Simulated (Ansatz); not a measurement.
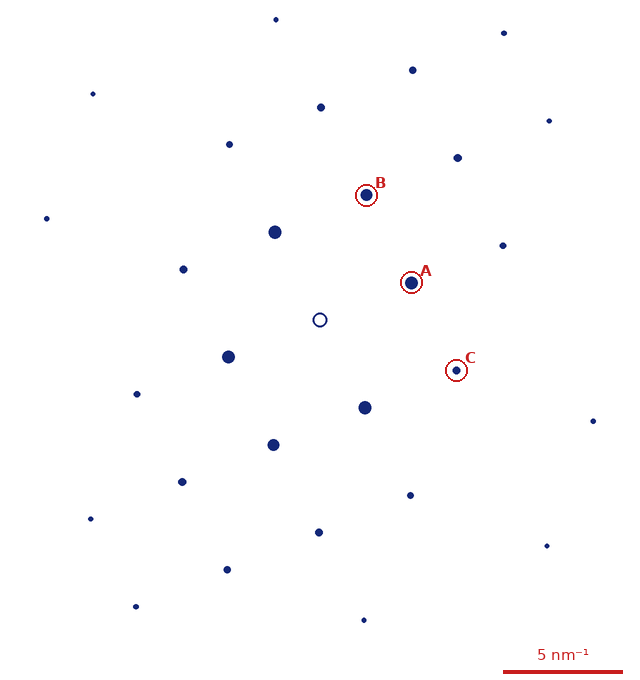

Kinematic zone-axis pattern, calculated for 80 keV electrons with B = 0.8 Å². The zone axis points towards the electron source and the pattern is seen from the source side.

The sample is Se, space group P6_3/mmc (No. 194), a = 3.56 Å, c = 3.83 Å (hexagonal axes). Structure: the geometry relaxed with DFT, PBEsol, plane waves (420 eV) with PAW, scalar-relativistic (Ansatz 0.2.0); the starting structure was generated, so it need not be a known form of this composition.

```
Se
1.0
     3.56061    0.00000    0.00000
    -1.78031    3.08358    0.00000
     0.00000    0.00000    3.82950
Se
2
Direct
  0.33333 0.66667 0.25000
  0.66667 0.33333 0.75000
```

Spot A is indexed 0 -1 1 and spot B 1 -2 0.

What are the indices of the remaining marked spot?

C = 2A − B = -1 0 2 (d = 1.627 Å).

Find the zone axis.

The cross product of A and B is parallel to [211]; every spot obeys hu + kv + lw = 0.

What are the spacings of A and B and the angle between them?

d(A) = 2.402 Å, d(B) = 1.780 Å, and the angle is 47.6°.
